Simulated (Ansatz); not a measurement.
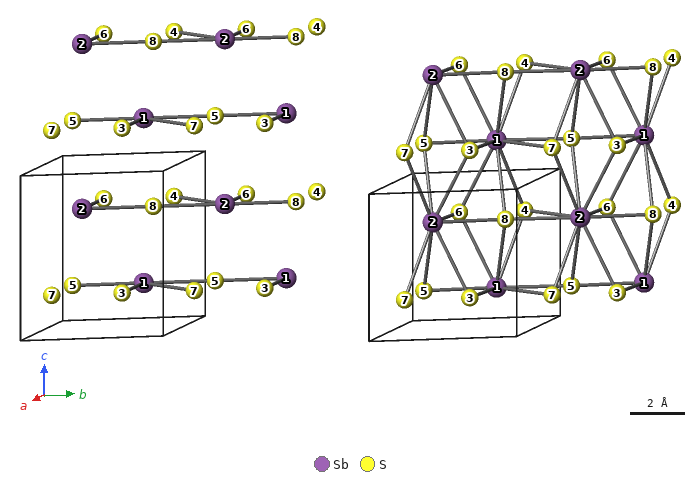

Two geometries of crystalline SbS3 (built on the Ni3Sn (D0_19)_194 type) (coarse preliminary run), drawn at one scale. One is the start of a relaxation, the other its converged end. The picture is a ball-and-stick view of the cell of the calculation, repeated 1 × 2 × 2 with one cell outlined, seen slightly off an axis.

The calculation used Ansatz, DFT r2SCAN, scalar-relativistic, plane waves, PAW. Set-up: plane-wave cutoff 500 eV; k-point mesh 6 × 6 × 4; occupations gaussian; smearing width 0.1 eV; no spin polarisation; cell and atoms relaxed; force threshold 0.04 eV/Å; at most 70 steps.

### Which geometry has the lower energy?

The left one is the relaxed one. Case: Ni3Sn (D0_19) type (P6_3/mmc, No. 194). The energy falls by 0.150 eV per cell of the calculation in 8 accepted moves (10 points after the start). Largest force component: 0.38 eV/Å at the start, 0.0051 eV/Å at the end. The pressure goes from 1.25 to 0.13 GPa. The line search rejected the trial step at point 7 of the run. The SCF was repeated once at an unchanged geometry on a basis and grid sized afresh for the cell, which shifted the energy by 1.4 meV per cell of the calculation at most. The largest moves relative to the cell, 0.16 Å, are those of S3, S4, S5, S6, S7 and S8. S6 goes along [−1 −2 0]. Sb stays in place. The volume changes by +4.6 %, with a = b 5.702 → 5.513 Å (−3.3 %), c 5.597 → 6.264 Å (+11.9 %). Some distances before and after: S3–S5 3.183 → 2.793 Å, Sb1–S4 3.154 → 3.504 Å, Sb1–S3 2.858 → 2.756 Å. Among the angles between lasting bonds that change: S3–Sb1–S3 172.3° → 179.1°, Sb1–S3–Sb1 172.3° → 179.1°, S3–Sb1–S5 67.7° → 60.9°. The space group stays P6_3/mmc (No. 194). The run took 5.2 min on 1 thread of AMD EPYC 7R43 64-Core Processor (Zen 3) (shared host), peak memory 0.92 GiB.
